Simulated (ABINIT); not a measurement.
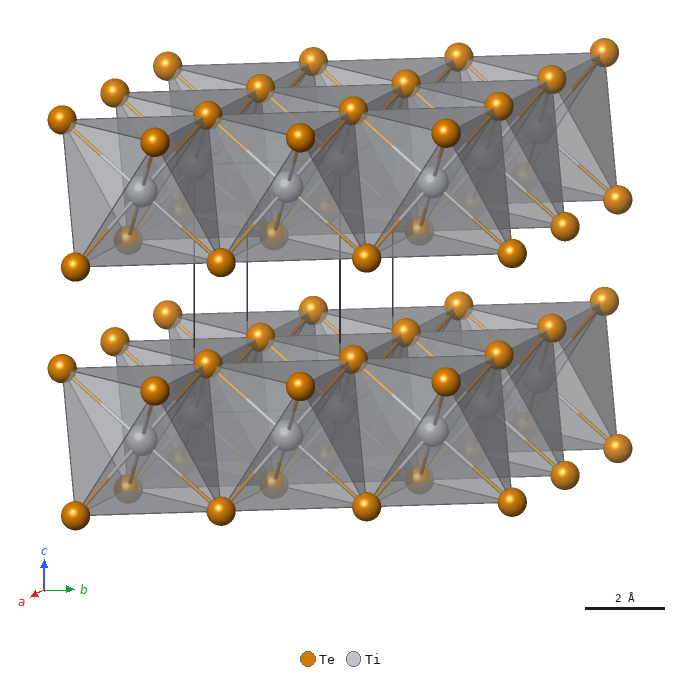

*The structure (polyhedral view of the cell of the calculation, repeated 2 × 2 × 1, seen slightly off an axis; polyhedra are completed across the faces of the cell).*

Optical-spectrum calculation of TiTe₂ (part 1 of 2)

The run: optical-spectrum calculation of TiTe₂ (P-3m1, 3 atoms in the cell). Method and program: Kohn-Sham DFT of a periodic cell, PBE, Ansatz NC PBE, no spin polarisation (ABINIT 10.8.3).

The structure derives from an entry of the Crystallography Open Database.

## Output
```
.Version 10.8.3 of ABINIT
 DATASET    1 : space group P-3 m 1 (#164); Bravais hP (primitive hexag.)
================================================================================
 Values of the parameters that define the memory need for DATASET  1.
     intxc =       0    ionmov =       0      iscf =       7    lmnmax =      10
     lnmax =      10     mgfft =      72  mpssoang =       4    mqgrid =    3583
     natom =       3  nloc_mem =       1    nspden =       1   nspinor =       1
    nsppol =       1      nsym =      12    n1xccc =    2501    ntypat =       2
    occopt =       3   xclevel =       2
       mpw =        7069          nfft =      145800          nkpt =          30
================================================================================
================================================================================

 DATASET    2 : space group P-3 m 1 (#164); Bravais hP (primitive hexag.)
================================================================================
 Values of the parameters that define the memory need for DATASET  2.
     intxc =       0    ionmov =       0      iscf =      -3    lmnmax =      10
     lnmax =      10     mgfft =      72  mpssoang =       4    mqgrid =    3583
     natom =       3  nloc_mem =       1    nspden =       1   nspinor =       1
    nsppol =       1      nsym =      12    n1xccc =    2501    ntypat =       2
    occopt =       3   xclevel =       2
       mpw =        7069          nfft =      145800          nkpt =          30
================================================================================
================================================================================

 DATASET    3 : space group P-3 m 1 (#164); Bravais hP (primitive hexag.)
================================================================================
 Values of the parameters that define the memory need for DATASET  3.
     intxc =       0    ionmov =       0      iscf =       7    lmnmax =      10
     lnmax =      10     mgfft =      72  mpssoang =       4    mqgrid =    3583
     natom =       3  nloc_mem =       1    nspden =       1   nspinor =       1
    nsppol =       1      nsym =      12    n1xccc =    2501    ntypat =       2
    occopt =       3   xclevel =       2
       mpw =        7069          nfft =      145800          nkpt =          30
================================================================================
================================================================================

--------------------------------------------------------------------------------
------------- Echo of variables that govern the present computation ------------
--------------------------------------------------------------------------------
 -outvars: echo values of preprocessed input variables --------
            acell      7.1374955727E+00  7.1374955727E+00  1.2279440358E+01 Bohr
              amu      1.27600000E+02  4.78800000E+01
             ecut      4.20000000E+01 Hartree
           getden1          0
           getden2          1
           getden3          0
           getwfk1          0
           getwfk2          0
           getwfk3          2
             iscf1          7
             iscf2         -3
             iscf3          7
              ixc          11
           jdtset        1    2    3
         kptrlatt        8    0    0      0    8    0      0    0    4
          kptrlen      4.91177614E+01
            natom           3
            nband1         27
            nband2         32
            nband3         28
           nbdbuf1          0
           nbdbuf2          4
           nbdbuf3          0
           ndtset           3
            ngfft          45      45      72
             nkpt          30
            nstep1         80
            nstep2        120
            nstep3         80
             nsym          12
           ntypat           2
           occopt           3
        optdriver1          0
        optdriver2          0
        optdriver3          8
           prtden1          1
           prtden2          0
           prtden3          1
        prtebands           0
           prteig           0
           prtevk1          0
           prtevk2          0
           prtevk3          1
            prtwf1          0
            prtwf2          1
            prtwf3          1
            rprim      1.0000000000E+00  0.0000000000E+00  0.0000000000E+00
                      -5.0000000000E-01  8.6602540380E-01  0.0000000000E+00
                       0.0000000000E+00  0.0000000000E+00  1.0000000000E+00
           shiftk      0.00000000E+00  0.00000000E+00  5.00000000E-01
          spgroup         164
           tolvrs1     1.00000000E-12
           tolvrs2     0.00000000E+00
           tolvrs3     0.00000000E+00
           tolwfr1     0.00000000E+00
           tolwfr2     1.00000000E-12
           tolwfr3     0.00000000E+00
           tsmear      1.83746611E-03 Hartree
            typat      1  1  2
         wfk_task1          0
         wfk_task2          0
         wfk_task3          7
           xangst      5.9117966234E-17  2.1806519653E+00  4.7903255967E+00
                       1.8884999987E+00  1.0903259826E+00  1.7076743988E+00
                       0.0000000000E+00  0.0000000000E+00  0.0000000000E+00
            xcart      1.1171676530E-16  4.1208349903E+00  9.0524034318E+00
                       3.5687477863E+00  2.0604174952E+00  3.2270369260E+00
                       0.0000000000E+00  0.0000000000E+00  0.0000000000E+00
             xred      3.3333333333E-01  6.6666666667E-01  7.3720000000E-01
                       6.6666666667E-01  3.3333333333E-01  2.6280000000E-01
                       0.0000000000E+00  0.0000000000E+00  0.0000000000E+00
            znucl       52.00000   22.00000

================================================================================

 chkinp: Checking input parameters for consistency, jdtset=   1.

 chkinp: Checking input parameters for consistency, jdtset=   2.

 chkinp: Checking input parameters for consistency, jdtset=   3.

================================================================================
== DATASET  1 ==================================================================

--- !DatasetInfo
iteration_state: {dtset: 1, }
dimensions: {natom: 3, nkpt: 30, mband: 27, nsppol: 1, nspinor: 1, nspden: 1, mpw: 7069, }
cutoff_energies: {ecut:  42.0, pawecutdg:  -1.0, }
electrons: {nelect:   4.40000000E+01, charge:   0.00000000E+00, occopt:   3.00000000E+00, tsmear:   1.83746611E-03, }
meta: {optdriver: 0, ionmov: 0, optcell: 0, iscf: 7, paral_kgb: 0, }
...

 Exchange-correlation functional for the present dataset will be:
  GGA: Perdew-Burke-Ernzerhof functional - ixc=11
  J.P.Perdew, K.Burke, M.Ernzerhof, PRL 77, 3865 (1996)

 Real(R)+Recip(G) space primitive vectors, cartesian coordinates (Bohr,Bohr^-1):
 R(1)=  7.1374956  0.0000000  0.0000000  G(1)=  0.1401052  0.0808898  0.0000000
 R(2)= -3.5687478  6.1812525  0.0000000  G(2)=  0.0000000  0.1617795  0.0000000
 R(3)=  0.0000000  0.0000000 12.2794404  G(3)=  0.0000000  0.0000000  0.0814369
 Unit cell volume ucvol=  5.4175248E+02 bohr^3
 Angles (23,13,12)=  9.00000000E+01  9.00000000E+01  1.20000000E+02 degrees

 getcut: wavevector=  0.0000  0.0000  0.0000  ngfft=  45  45  72
         ecut(hartree)=     42.000   => boxcut(ratio)=   2.00985

--- Pseudopotential description ------------------------------------------------
- pspini: atom type   1  psp file is ./Te.upf
  52.00000  16.00000                          znucl, zion, pspdat
12 -101130 3 -1 1294                          pspcod,pspxc,lmax,lloc,mmax
     nproj     3     3     2     2

- pspini: atom type   2  psp file is ./Ti.upf
  22.00000  12.00000  171031                  znucl, zion, pspdat
12 -101130 2 -1 1586                          pspcod,pspxc,lmax,lloc,mmax
     nproj     2     2     2     0

   3.68693939E+03                                ecore*ucvol(ha*bohr**3)
--------------------------------------------------------------------------------

================================================================================

--- !BeginCycle
iteration_state: {dtset: 1, }
solver: {iscf: 7, nstep: 80, nline: 4, wfoptalg: 0, }
tolerances: {tolvrs: 1.00E-12, }
...

     iter   Etot(hartree)      deltaE(h)  residm     vres2
 ETOT  1  -223.05614208115    -2.231E+02 1.672E+00 9.098E+04
 ETOT  2  -266.13058481996    -4.307E+01 4.527E+00 1.076E+05
 ETOT  3  -272.31680347217    -6.186E+00 3.389E-01 3.845E+04
 ETOT  4  -275.03017581184    -2.713E+00 2.866E-01 2.163E+04
 ETOT  5  -275.91884707852    -8.887E-01 1.500E-01 1.150E+04
 ETOT  6  -276.37606003948    -4.572E-01 1.023E-01 7.542E+03
 ETOT  7  -276.63048996922    -2.544E-01 7.998E-02 6.498E+03
 ETOT  8  -276.99713732290    -3.666E-01 4.071E-02 2.835E+03
 ETOT  9  -277.10968428636    -1.125E-01 5.773E-02 2.268E+03
 ETOT 10  -277.28491730075    -1.752E-01 3.353E-02 8.424E+02
 ETOT 11  -277.35494965710    -7.003E-02 2.326E-02 7.929E+01
 ETOT 12  -277.35697467308    -2.025E-03 1.632E-02 6.523E+01
 ETOT 13  -277.35899517462    -2.021E-03 1.313E-02 3.667E+01
 ETOT 14  -277.36084794013    -1.853E-03 4.640E-03 1.313E+01
 ETOT 15  -277.36197453485    -1.127E-03 9.537E-03 1.118E-01
 ETOT 16  -277.36198207653    -7.542E-06 7.403E-03 3.736E-02
 ETOT 17  -277.36198693095    -4.854E-06 1.141E-02 2.001E-04
 ETOT 18  -277.36198764924    -7.183E-07 6.240E-03 2.264E-04
 ETOT 19  -277.36198796105    -3.118E-07 1.322E-02 3.515E-06
 ETOT 20  -277.36198807529    -1.142E-07 2.246E-03 5.766E-07
 ETOT 21  -277.36198810492    -2.963E-08 4.768E-03 5.264E-07
 ETOT 22  -277.36198811260    -7.673E-09 1.304E-03 7.489E-08
 ETOT 23  -277.36198811466    -2.066E-09 2.605E-03 5.487E-09
 ETOT 24  -277.36198811529    -6.327E-10 5.808E-04 7.669E-09
 ETOT 25  -277.36198811552    -2.265E-10 1.061E-03 1.841E-09
 ETOT 26  -277.36198811559    -6.963E-11 2.550E-04 1.644E-09
 ETOT 27  -277.36198811563    -3.547E-11 5.870E-04 2.904E-10
 ETOT 28  -277.36198811563    -8.470E-12 1.546E-04 2.461E-10
 ETOT 29  -277.36198811564    -3.695E-12 3.298E-04 1.931E-11
 ETOT 30  -277.36198811564    -4.604E-12 9.576E-05 2.380E-12
 ETOT 31  -277.36198811564     6.423E-12 1.849E-04 1.541E-11
 ETOT 32  -277.36198811565    -8.697E-12 5.906E-05 1.958E-12
 ETOT 33  -277.36198811564     4.263E-12 1.032E-04 4.128E-12
 ETOT 34  -277.36198811565    -1.017E-11 3.634E-05 1.573E-12
 ETOT 35  -277.36198811565     3.411E-12 5.687E-05 1.814E-12
 ETOT 36  -277.36198811564     7.731E-12 2.234E-05 7.115E-12
 ETOT 37  -277.36198811564    -3.297E-12 3.086E-05 2.595E-11
 ETOT 38  -277.36198811564     3.411E-13 1.373E-05 2.184E-11
 ETOT 39  -277.36198811564     6.821E-13 1.649E-05 2.094E-11
 ETOT 40  -277.36198811564    -1.648E-12 8.442E-06 2.166E-12
 ETOT 41  -277.36198811565    -2.501E-12 8.683E-06 6.403E-13

 At SCF step   41       vres2   =  6.40E-13 < tolvrs=  1.00E-12 =>converged.

 Cartesian components of stress tensor (hartree/bohr^3)
  sigma(1 1)= -2.22263831E-05  sigma(3 2)=  0.00000000E+00
  sigma(2 2)= -2.22263836E-05  sigma(3 1)=  0.00000000E+00
  sigma(3 3)= -5.57650645E-05  sigma(2 1)=  0.00000000E+00

--- !ResultsGS
iteration_state: {dtset: 1, }
comment   : Summary of ground state results
lattice_vectors:
- [  7.1374956,   0.0000000,   0.0000000, ]
- [ -3.5687478,   6.1812525,   0.0000000, ]
- [  0.0000000,   0.0000000,  12.2794404, ]
lattice_lengths: [   7.13750,    7.13750,   12.27944, ]
lattice_angles: [ 90.000,  90.000, 120.000, ] # degrees, (23, 13, 12)
lattice_volume:   5.4175248E+02
convergence: {deltae: -2.501E-12, res2:  6.403E-13, residm:  8.683E-06, diffor: null, }
etotal    :  -2.77361988E+02
entropy   :   0.00000000E+00
fermie    :   2.23604313E-01
cartesian_stress_tensor: # hartree/bohr^3
- [ -2.22263831E-05,   0.00000000E+00,   0.00000000E+00, ]
- [  0.00000000E+00,  -2.22263836E-05,   0.00000000E+00, ]
- [  0.00000000E+00,   0.00000000E+00,  -5.57650645E-05, ]
pressure_GPa:   9.8284E-01
xred      :
- [  3.3333E-01,   6.6667E-01,   7.3720E-01, Te]
- [  6.6667E-01,   3.3333E-01,   2.6280E-01, Te]
- [  0.0000E+00,   0.0000E+00,   0.0000E+00, Ti]
cartesian_forces: # hartree/bohr
- [ -3.52103272E-28,   2.03286919E-28,  -6.02002358E-04, ]
- [  4.02403739E-28,  -5.80819767E-29,   6.02002358E-04, ]
- [ -5.03004674E-29,  -1.45204942E-28,  -0.00000000E+00, ]
force_length_stats: {min:   1.53670466E-28, max:   6.02002358E-04, mean:   4.01334905E-04, }
...

 Integrated electronic density in atomic spheres:
```
